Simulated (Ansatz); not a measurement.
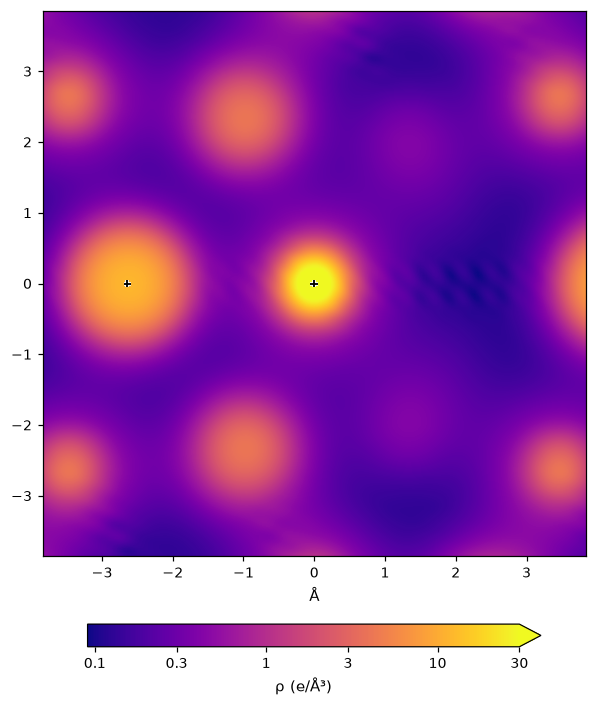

The valence electron density on a plane through atoms (crosses mark nuclei in the plane).

These are results of Ansatz 0.2.0, DFT r2SCAN, scalar-relativistic, plane waves, PAW, not measurements.

Candidates:
A. GePt2, a = 6.98 Å, b = 6.98 Å, c = 3.56 Å, α = 90.00°, β = 90.00°, γ = 120.00°. Space group P-62m; a structure from a database of computed crystals, not necessarily the ambient phase; changed on purpose from its base cell (strain +0.0375 x Voigt [1, 1, 0, 0, 0, 0], atoms carried along); not relaxed (largest force 0.4 eV/Å); computed pressure about −14 GPa in this cell.
B. Ir, a = 2.49 Å, b = 2.53 Å, c = 4.61 Å, α = 91.43°, β = 93.12°, γ = 116.77°. Space group P-1; a structure from a database of computed crystals, not necessarily the ambient phase; changed on purpose from its base cell (all atoms moved at random, sigma 0.15 A a component, cell strained at random, sigma 0.06); not relaxed (largest force 1.7 eV/Å); computed pressure about 59 GPa in this cell; computed without spin polarisation.
C. Ta2C, a = 3.11 Å, b = 3.11 Å, c = 15.88 Å, α = 90.00°, β = 90.00°, γ = 120.00°. Space group P-3m1; not relaxed (largest force 0.8 eV/Å); computed pressure about −4 GPa in this cell.

Q: Which system is this?

A: Candidate A: GePt2 on the (101) plane of the conventional cell, which holds Ge and Pt. Ge–Pt (2.64 Å): the density is about 0.41 e/Å³ at the midpoint.
